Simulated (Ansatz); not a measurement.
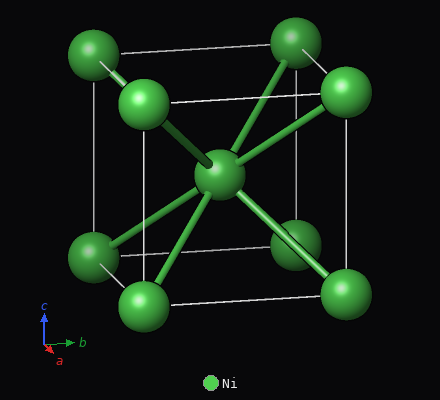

Ni (Im-3m, No. 229): the geometry relaxed with DFT, PBEsol, plane waves (420 eV) with PAW, scalar-relativistic (Ansatz 0.2.0); the starting structure was generated, so it need not be a known form of this composition.

Space group Im-3m (No. 229). a = 2.751 Å, b = 2.751 Å, c = 2.751 Å, α = 90.00°, β = 90.00°, γ = 90.00°
| atom | site | symmetry | x | y | z |
| --- | --- | --- | --- | --- | --- |
| Ni | 2a | m-3m | 0.0000 | 0.0000 | 0.0000 |

What will a Z-contrast image along [110] show? Simulation: incoherent imaging, intensity Z^1.8 per atom, probe width 0.72 Å, thin sample. The probe carries 15 % of its weight in a tail 2.5 times as wide. Shot noise was added.

Answer. The columns repeat on a rectangular net of 1.38 × 1.95 Å (plane group p2mm). All columns are alike (Ni). The shortest distance between visible columns is 1.38 Å in projection. Along the beam the structure repeats every 3.89 Å.

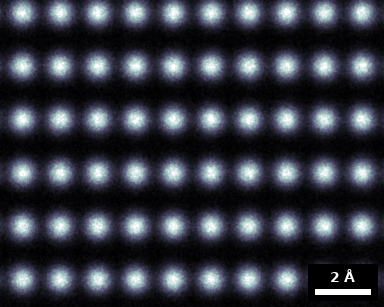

The simulated image.
